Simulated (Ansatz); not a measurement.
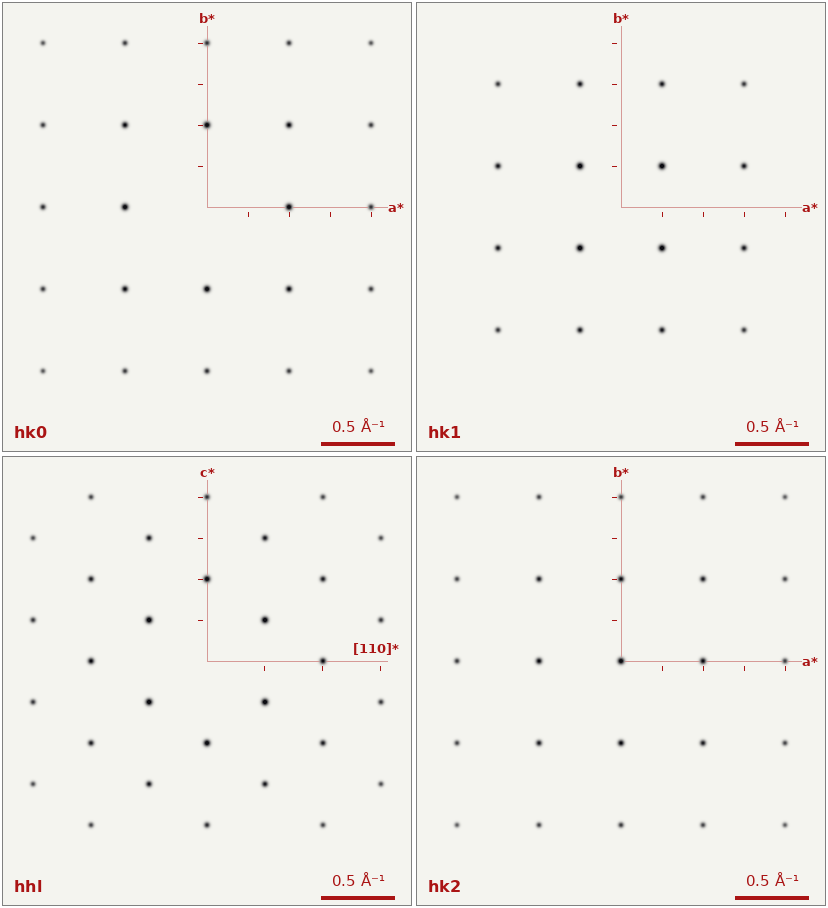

Simulated precession-type sections (X-rays; kinematic intensities, B = 0.5 Å²). The ticks mark integer indices of the conventional cell.

Q: Read the reciprocal cell and give the direct cell.

A: a* = 0.284, b* = 0.284, c* = 0.284 Å⁻¹; the cell is cubic with a = 3.52 Å.

Q: Which reflection conditions do the layers show?

A: Reflections are present only under these conditions. hkl: h + k = 2n, h + l = 2n; hk0: h = 2n, k = 2n; hhl: h + l = 2n; h00: h = 2n. The lattice is face-centred (F).

Q: Which space groups fit?

A: The intensities have Laue symmetry m-3m (the hk0 layer shows 4mm, hk1 shows 4mm). With these conditions the candidates are F432 (No. 209), F-43m (No. 216), Fm-3m (No. 225). Diffraction geometry alone does not choose among them; the structure has Fm-3m. The compound is Ni. Structure: coordinates from a relaxation with DFT PBE, scalar-relativistic, plane waves, PAW (Ansatz); the starting structure was generated, so it need not be a known form of this composition.
